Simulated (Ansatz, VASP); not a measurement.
## BN (Qingsongite): VASP beside Ansatz

Wanted: the spread between two codes on one cell, functional and k mesh. The cell is taken from a series of runs on this material, whose earlier steps may have relaxed or scaled it; both programs get it as it stands.

Calculated with Ansatz 0.2.0; plane waves, with VASP 6.6.1 beside it; single point at LDA.

## Step 1: Starting point

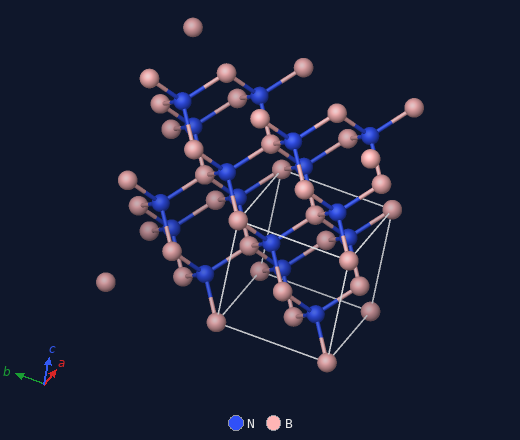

The starting structure, seen from a free direction (nitrogen blue, boron pink). 1×2×2 cells are drawn. This picture shows the conventional cell, with its axes. Bonds to atoms that aren't drawn are left out. Some periodic images of atoms are drawn too.

Structure file:

```cif
data_structure
_symmetry_space_group_name_H-M 'P 1'
_symmetry_Int_Tables_number 1
_cell_length_a 2.5562
_cell_length_b 2.5562
_cell_length_c 2.5562
_cell_angle_alpha 60.000
_cell_angle_beta 60.000
_cell_angle_gamma 60.000
_cell_volume 11.81
loop_
_atom_site_label
_atom_site_type_symbol
_atom_site_fract_x
_atom_site_fract_y
_atom_site_fract_z
_atom_site_occupancy
N1 N 0.75000 0.75000 0.75000 1
B2 B 0.00000 0.00000 0.00000 1
```

## Step 2: Ansatz: single point, LDA

Ansatz runs on its default PAW (the set named soft_2) files.

With cell and atoms fixed, the geometry can't cause a difference; cores, projectors, grids and the points listed under the comparison can.

Contents of input.yaml:

```yaml
crystal:
  lattice:
    - [0.0, 1.8075, 1.8075]
    - [1.8075, 0.0, 1.8075]
    - [1.8075, 1.8075, 0.0]
  atoms:
    - { symbol: "N", position: [0.75, 0.75, 0.75] }
    - { symbol: B, position: [0.0, 0.0, 0.0] }
hamiltonian:
  xc: lda
  pseudopotentials: { kind: paw }
kpoints:
  mp_grid: { grid: [7, 7, 7] }
scf:
  occupations: { method: gaussian, width: 0.01 }
  n_extra_bands: 4
output:
  forces: true
  stress: true
  eigenvalues: true
```

Run with:

```console
> ansatz run input.yaml --threads 2 --pin off --max-ram 4608MiB --backend cpu --events-out ev --progress --plain --runs-dir out
```

Numbers of over 12 decimals in the logs are rounded to 6 here.

Log:

```text
scf.n_extra_bands = 4 over 4 filled bands (N_el = 8.0): the run solves 8 bands
Engine: ansatz 0.2.0, x86_64-unknown-linux-gnu
Pseudopotentials: kind: paw
Pseudopotential: N, paw, valence charge 5, recommended cutoff 420 eV (normal), N.paw.azcp
Pseudopotential: B, paw, valence charge 3, recommended cutoff 420 eV (normal), B.paw.azcp
Functional definition: SPW92
  exchange = slater_x
  correlation = pw_c
Crystal: 2 atoms, lattice volume = 11.810 Å³
Basis set: ecut = 420 eV, 259 PW (Γ)
Bands: 8, of which v1, the nominal top of the filled ones, is band 4 counted from 1 (3 counted from 0)
Symmetry: 24 space group operations
Space group: F-43m (ITA 216), of the structure as read, at distance tolerance 2.3e-5 Å
k-points: 20 of 343 (time reversal used)
Non-local potential: N, projectors of the file, l = 0: 2, l = 1: 2, l = 2: 1
Non-local potential: B, projectors of the file, l = 0: 2, l = 1: 2, l = 2: 1
PAW form: soft (Blöchl's): semilocal exchange-correlation on the pseudo side does not see the compensation charge
PAW frozen core: N, regenerated for the run's functional, and the local potential with it (the file was generated under x = pbe(κ = 0.804, μ = 0.219515), c = pbe(β = 0.066725))
PAW frozen core: B, regenerated for the run's functional, and the local potential with it (the file was generated under x = pbe(κ = 0.804, μ = 0.219515), c = pbe(β = 0.066725))
PAW one-centre angular grid: N, 110 points (default); XC on 64 Gauss nodes
PAW one-centre angular grid: B, 110 points (default); XC on 64 Gauss nodes
Initial density: superposition of atomic densities (neutral atoms: chi_scale 0, normalization atom), corrected by the library's trained network
Initial wavefunctions: pseudopotential atomic-orbital guess
Functional: x = slater, c = lda
SCF iter   1: F=—  HF=-526.457506 eV  |F-HF|=—  |Δ(HF+E_count)|=         —  Δρ=7.29e-3  dr2=4.55e-3  ethr=1.77e-3  ⟨swp⟩=4.7  Hψ=1027  notcnv=0
preconditioner: auto → none  [insulator: Δε(μ)=4.558 eV  Ē_g=19.810 eV  σ=0.010 eV  W_gap=1.00  n_scr=0 (ndim 8)  ℏωp=30.6 eV  f_vac=0.000  D(μ)=0.00/eV (n_scr^D=0)  ε∞_Penn≈3.4]
SCF iter   2: F=—  HF=-526.456251 eV  |F-HF|=—  |Δ(HF+E_count)|=   1.25e-3  Δρ=3.19e-3  dr2=4.34e-4  ethr=5.69e-5  ⟨swp⟩=2.2  Hψ=410  notcnv=0
SCF iter   3: F=—  HF=-526.456117 eV  |F-HF|=—  |Δ(HF+E_count)|=   1.35e-4  Δρ=1.34e-3  dr2=7.27e-5  ethr=5.42e-6  ⟨swp⟩=2.6  Hψ=305  notcnv=0
SCF iter   4: F=—  HF=-526.456095 eV  |F-HF|=—  |Δ(HF+E_count)|=   2.20e-5  Δρ=3.94e-4  dr2=6.37e-6  ethr=9.08e-7  ⟨swp⟩=1.0  Hψ=160  notcnv=0
SCF iter   5: F=—  HF=-526.456093 eV  |F-HF|=—  |Δ(HF+E_count)|=   1.79e-6  Δρ=5.48e-5  dr2=1.31e-7  ethr=7.96e-8  ⟨swp⟩=1.1  Hψ=163  notcnv=0
SCF iter   6: F=-526.456093 eV  HF=-526.456093 eV  |F-HF|=8.03e-11  |Δ(HF+E_count)|=   1.86e-8  Δρ=3.39e-6  dr2=4.85e-10  ethr=1.25e-9  ⟨swp⟩=4.2  Hψ=498  notcnv=0
SCF 1 converged in 6 iterations: F = -526.456093 eV  dr2 = 4.85e-10
  greatest PAW one-centre occupation: 0.779 electrons in one spin orbital (limit 2), on the N atom at site 0 (counted from 0), in its partial waves of l = 0
SCF converged after 6 iterations
Free energy (F): -526.456093 eV
Harris-Foulkes:  -526.456093 eV  (|F-HF|=8.03e-11)
Internal energy: -526.456093 eV  (E = F + TS)
E sigma→0 (E₀):  -526.456093 eV
Fermi energy:    13.230319 eV
--- Per-component energies (eV) ---
  E_band       = 24.809965
  E_kinetic    = 185.147563
  E_local      = -176.555251  (includes V_loc(G=0)·N_el)
  E_nonlocal   = 58.498440
  E_hartree    = 48.605484
  E_xc         = -92.552881
  E_vxc        = -115.537872  (∫ρ·V_xc dr)
  E_paw        = -191.340775  (= ΣΔE_a)
  E_vpaw       = -23.954120  (= ΣTr[D̂ρ^β])
  E_aug_tail   = 0.000099  (compensation charges beyond the density's cutoff)
  E_ewald      = -358.384650
  E_core_change = 0.125878  (= ΣΔE_core)
  E_smearing   = -0.000000  (= −TS)
  E_closure    = -0.000000  (closes the sum)
  Σ components = -526.456093   (vs F -526.456093, Δ=0.00e0)
--- Forces (eV/Å), atoms counted from 1 ---
  atom   1  N      0.00000000     0.00000000     0.00000000
  atom   2  B     -0.00000000    -0.00000000     0.00000000
  max |Σ_I F_I| component: 4.90e-16 eV/Å
--- Stress (GPa, compression-positive) ---
      -10.937899      -0.000000      -0.000000
       -0.000000     -10.937899       0.000000
       -0.000000       0.000000     -10.937899
  P = ⅓ Tr σ = -10.9379 GPa (-109.379 kbar)
--- Band table (eV; the first three rows and the last of 20) ---
  k-point 0: bands = ["-9.1510", "10.9234", "10.9234", "10.9234", "19.6197", "19.6197", "19.6197", "21.3346"]
  k-point 1: bands = ["-8.6550", "8.5945", "10.4423", "10.4423", "20.1038", "20.3323", "20.3323", "22.7461"]
  k-point 2: bands = ["-7.2318", "4.4200", "9.5901", "9.5901", "20.6902", "21.3085", "21.3085", "24.8212"]
  k-point 19: bands = ["-3.3430", "3.0171", "3.4412", "5.8139", "19.6369", "23.9441", "25.4639", "26.6654"]
```

The run ends at a pressure of -10.94 GPa.

## Step 3: VASP: single point, LDA

The same cell, functional (in two slightly different forms), mesh and smearing now go to VASP, with its own data sets and cutoff.

Lines of VASP's logs that name or quote its potential files are left out, and so is its time.

Contents of INCAR:

```
SYSTEM = BN
PREC = Accurate
ENCUT = 520
EDIFF = 1E-06
NELM = 100
ISMEAR = 0
SIGMA = 0.01
LREAL = .FALSE.
ALGO = Normal
GGA = PW92
NBANDS = 10
LORBIT = 11
LWAVE = .FALSE.
LCHARG = .FALSE.
KPAR = 2
ISIF = 2
```

Contents of POSCAR:

```
BN
1.0
    0.0000000000      1.8075000000      1.8075000000
    1.8075000000      0.0000000000      1.8075000000
    1.8075000000      1.8075000000      0.0000000000
N B
1 1
Direct
    0.7500000000      0.7500000000      0.7500000000
    0.0000000000      0.0000000000      0.0000000000
```

Contents of KPOINTS:

```
Automatic mesh
0
Gamma
7 7 7
0 0 0
```

The projector-augmented-wave data sets are N and B (LDA family, release 64).

Run with:

```console
> mpirun -np 2 vasp_std
```

Log:

```text
[banner, memory and clock lines left out]
running    2 mpi-ranks, on    1 nodes
 distrk:  each k-point on    1 cores,    2 groups
 distr:  one band on    1 cores,    1 groups

 POSCAR found type information on POSCAR N B
 POSCAR found :  2 types and       2 ions
|                                                                             |
|               ----> ADVICE to this user running VASP <----                  |
|                                                                             |
|     You enforced a specific xc type in the INCAR file but a different       |
|     [... a line on the potential file left out ...]
|     I HOPE YOU KNOW WHAT YOU ARE DOING!                                     |
|                                                                             |

 LDA part: xc-table for (Slater(with rela. corr.)+PW92), standard interpolation
 POSCAR, INCAR and KPOINTS ok, starting setup
 FFT: planning ... GRIDC
 FFT: planning ... GRID_SOFT
 FFT: planning ... GRID
 WAVECAR not read
 entering main loop
       N       E                     dE             d eps       ncg     rms          rms(c)
DAV:   1     0.566138699560E+01    0.56614E+01   -0.50222E+03   408   0.782E+02
DAV:   2    -0.201755210189E+02   -0.25837E+02   -0.25332E+02   508   0.151E+02
DAV:   3    -0.205594808338E+02   -0.38396E+00   -0.38336E+00   454   0.163E+01
DAV:   4    -0.205598737814E+02   -0.39295E-03   -0.39294E-03   442   0.657E-01
DAV:   5    -0.205598741656E+02   -0.38422E-06   -0.38421E-06   448   0.199E-02    0.652E+00
DAV:   6    -0.195643837463E+02    0.99549E+00   -0.33762E+00   404   0.112E+01    0.309E+00
DAV:   7    -0.194559886405E+02    0.10840E+00   -0.85290E-02   442   0.252E+00    0.177E+00
DAV:   8    -0.194242054527E+02    0.31783E-01   -0.48969E-02   438   0.157E+00    0.175E-01
DAV:   9    -0.194240461987E+02    0.15925E-03   -0.89836E-04   436   0.275E-01    0.810E-02
DAV:  10    -0.194240305452E+02    0.15653E-04   -0.46019E-05   452   0.680E-02    0.137E-02
DAV:  11    -0.194240310493E+02   -0.50411E-06   -0.18018E-06   316   0.962E-03
   1 F= -.19424031E+02 E0= -.19424031E+02  d E =-.152992E-13
```

Parts of OUTCAR (step 3):

```text
ion  position               nearest neighbor table
   1  0.750  0.750  0.750-   2 1.57   2 1.57   2 1.57   2 1.57
   2  0.000  0.000  0.000-   1 1.57   1 1.57   1 1.57   1 1.57

  LATTYP: Found a face centered cubic cell.
 ALAT       =     3.6150000000

 Subroutine GETGRP returns: Found 24 space group operations
 (whereof 24 operations were pure point group operations)

The static configuration has the point symmetry T_d .

 Found     20 irreducible k-points:

   k-points           NKPTS =     20   k-points in BZ     NKDIM =     20   number of bands    NBANDS=     10

   dimension x,y,z NGX =    20 NGY =   20 NGZ =   20
   dimension x,y,z NGXF=    40 NGYF=   40 NGZF=   40

   ENCUT  =  520.0 eV  38.22 Ry    6.18 a.u.   4.75  4.75  4.75*2*pi/ulx,y,z

   NELECT =       8.0000    total number of electrons

 k-points in reciprocal lattice and weights: Automatic mesh
   0.00000000  0.00000000  0.00000000       0.003
   0.14285714  0.00000000  0.00000000       0.023
   0.28571429  0.00000000  0.00000000       0.023
   0.42857143  0.00000000  0.00000000       0.023
   0.14285714  0.14285714  0.00000000       0.017
   0.28571429  0.14285714  0.00000000       0.070
   0.42857143  0.14285714  0.00000000       0.070
  -0.42857143  0.14285714  0.00000000       0.070
  -0.28571429  0.14285714  0.00000000       0.070
[...]
-0.42857143  0.42857143  0.14285714       0.070
  -0.28571429  0.42857143  0.14285714       0.070

 average (electrostatic) potential at core
       1 -60.1138       2 -29.5772

 E-fermi :   7.4304

 k-point     1 :       0.0000    0.0000    0.0000
  band No.  band energies     occupation
      1     -12.6827      2.00000
      2       7.3836      2.00000
      3       7.3836      2.00000
      4       7.3836      2.00000
      5      16.0700      0.00000
      6      16.0700      0.00000
      7      16.0700      0.00000
      8      17.8283      0.00000
      9      31.8808      0.00000
    ...

 k-point     2 :       0.1429    0.0000    0.0000
  band No.  band energies     occupation
      1     -12.1870      2.00000
      2       5.0522      2.00000
      3       6.9005      2.00000
      4       6.9005      2.00000
      5      16.5647      0.00000
      6      16.7841      0.00000
      7      16.7841      0.00000
      8      19.2274      0.00000
      9      31.2082      0.00000
    ...

 k-point     3 :       0.2857    0.0000    0.0000
  band No.  band energies     occupation
      1     -10.7646      2.00000
      2       0.8784      2.00000
      3       6.0488      2.00000
      4       6.0488      2.00000
      5      17.1582      0.00000
      6      17.7605      0.00000
      7      17.7605      0.00000
      8      21.2942      0.00000
      9      30.3446      0.00000
    ...

  Total       -0.7810920     -0.7810920     -0.7810920      0.0000000      0.0000000     -0.0000000
  in kB     -105.9614380   -105.9614380   -105.9614380      0.0000000      0.0000000     -0.0000000
  external PRESSURE =    -105.9614380 kB  Pullay stress =       0.0000000 kB

  energy-cutoff  :      520.00
  volume of cell :       11.81
      direct lattice vectors                 reciprocal lattice vectors
     0.000000000  1.807500000  1.807500000    -0.276625173  0.276625173  0.276625173
     1.807500000  0.000000000  1.807500000     0.276625173 -0.276625173  0.276625173
     1.807500000  1.807500000  0.000000000     0.276625173  0.276625173 -0.276625173

 POSITION                                       TOTAL-FORCE (eV/Angst)
 -----------------------------------------------------------------------------------
      2.71125      2.71125      2.71125        -0.000000     -0.000000     -0.000000
      0.00000      0.00000      0.00000         0.000000      0.000000      0.000000
 -----------------------------------------------------------------------------------
    total drift:                                0.000000      0.000000      0.000000

  FREE ENERGIE OF THE ION-ELECTRON SYSTEM (eV)
  ---------------------------------------------------
  free  energy   TOTEN  =       -19.4240310493 eV

  energy  without entropy=      -19.4240310493  energy(sigma->0) =      -19.42403105

 total charge
# of ion       s       p       d       tot
------------------------------------------
    1        1.200   2.737   0.000   3.937
    2        0.672   1.373   0.000   2.045
--------------------------------------------------
tot          1.872   4.109   0.000   5.981

[... 3 further parts left out ...]
```

The run ends at a pressure of -10.60 GPa.

## Step 4: Comparison

Known differences besides the PAW data sets themselves: the cutoff is 420 eV in Ansatz and 520 eV in VASP; Ansatz makes its cores anew for this functional, VASP keeps those of its LDA data sets. Total energies have different zeros and are not compared.

Compared:

| quantity | Ansatz | VASP | difference |
| --- | --- | --- | --- |
| pressure (GPa) | -10.94 | -10.60 | -0.34 |
| gap on the k mesh (eV) | 4.614 | 4.605 | +0.009 |

Ansatz's pressure holds a Pulay correction of 1.33 GPa; VASP's holds none.

## Step 5: Further runs

How far does this hang on the set-up? Further runs change one program's set-up at a time, as the table lists.

```
                                                                                                 run  difference in gap on the k mesh (eV)
                                                                                            as above                                0.0090
VASP with the data sets N_h and B_h, a cutoff of 1210 eV and GGA = CA, the Perdew-Zunger form of LDA                                 0.013
```

## Step 6: What came out

```json
{"difference in gap on the k mesh (single point, LDA)": "0.0090 eV"}
```

**Reading.** The difference in gap on the k mesh is 0.0090 eV (single point, LDA), within the 0.08 eV picked in this series as the mark of a large difference. For single point, LDA: no further run halves the difference in gap on the k mesh. Differences of this kind measure data sets and numerical settings, not the functional's error against experiment.

[Lines on the potential files, build, host, timing and source positions are cut from VASP's logs without a mark.]

[Logs are printed without paths, hosts, clocks, repeated set-up lines and the standing remarks that a program may print on its own settings, such as how far it seeks lower states.]

[Hosts, paths, dates, database ids (printed as entryN), source tags and the programs' standing remarks are cut or masked in the printed files.]
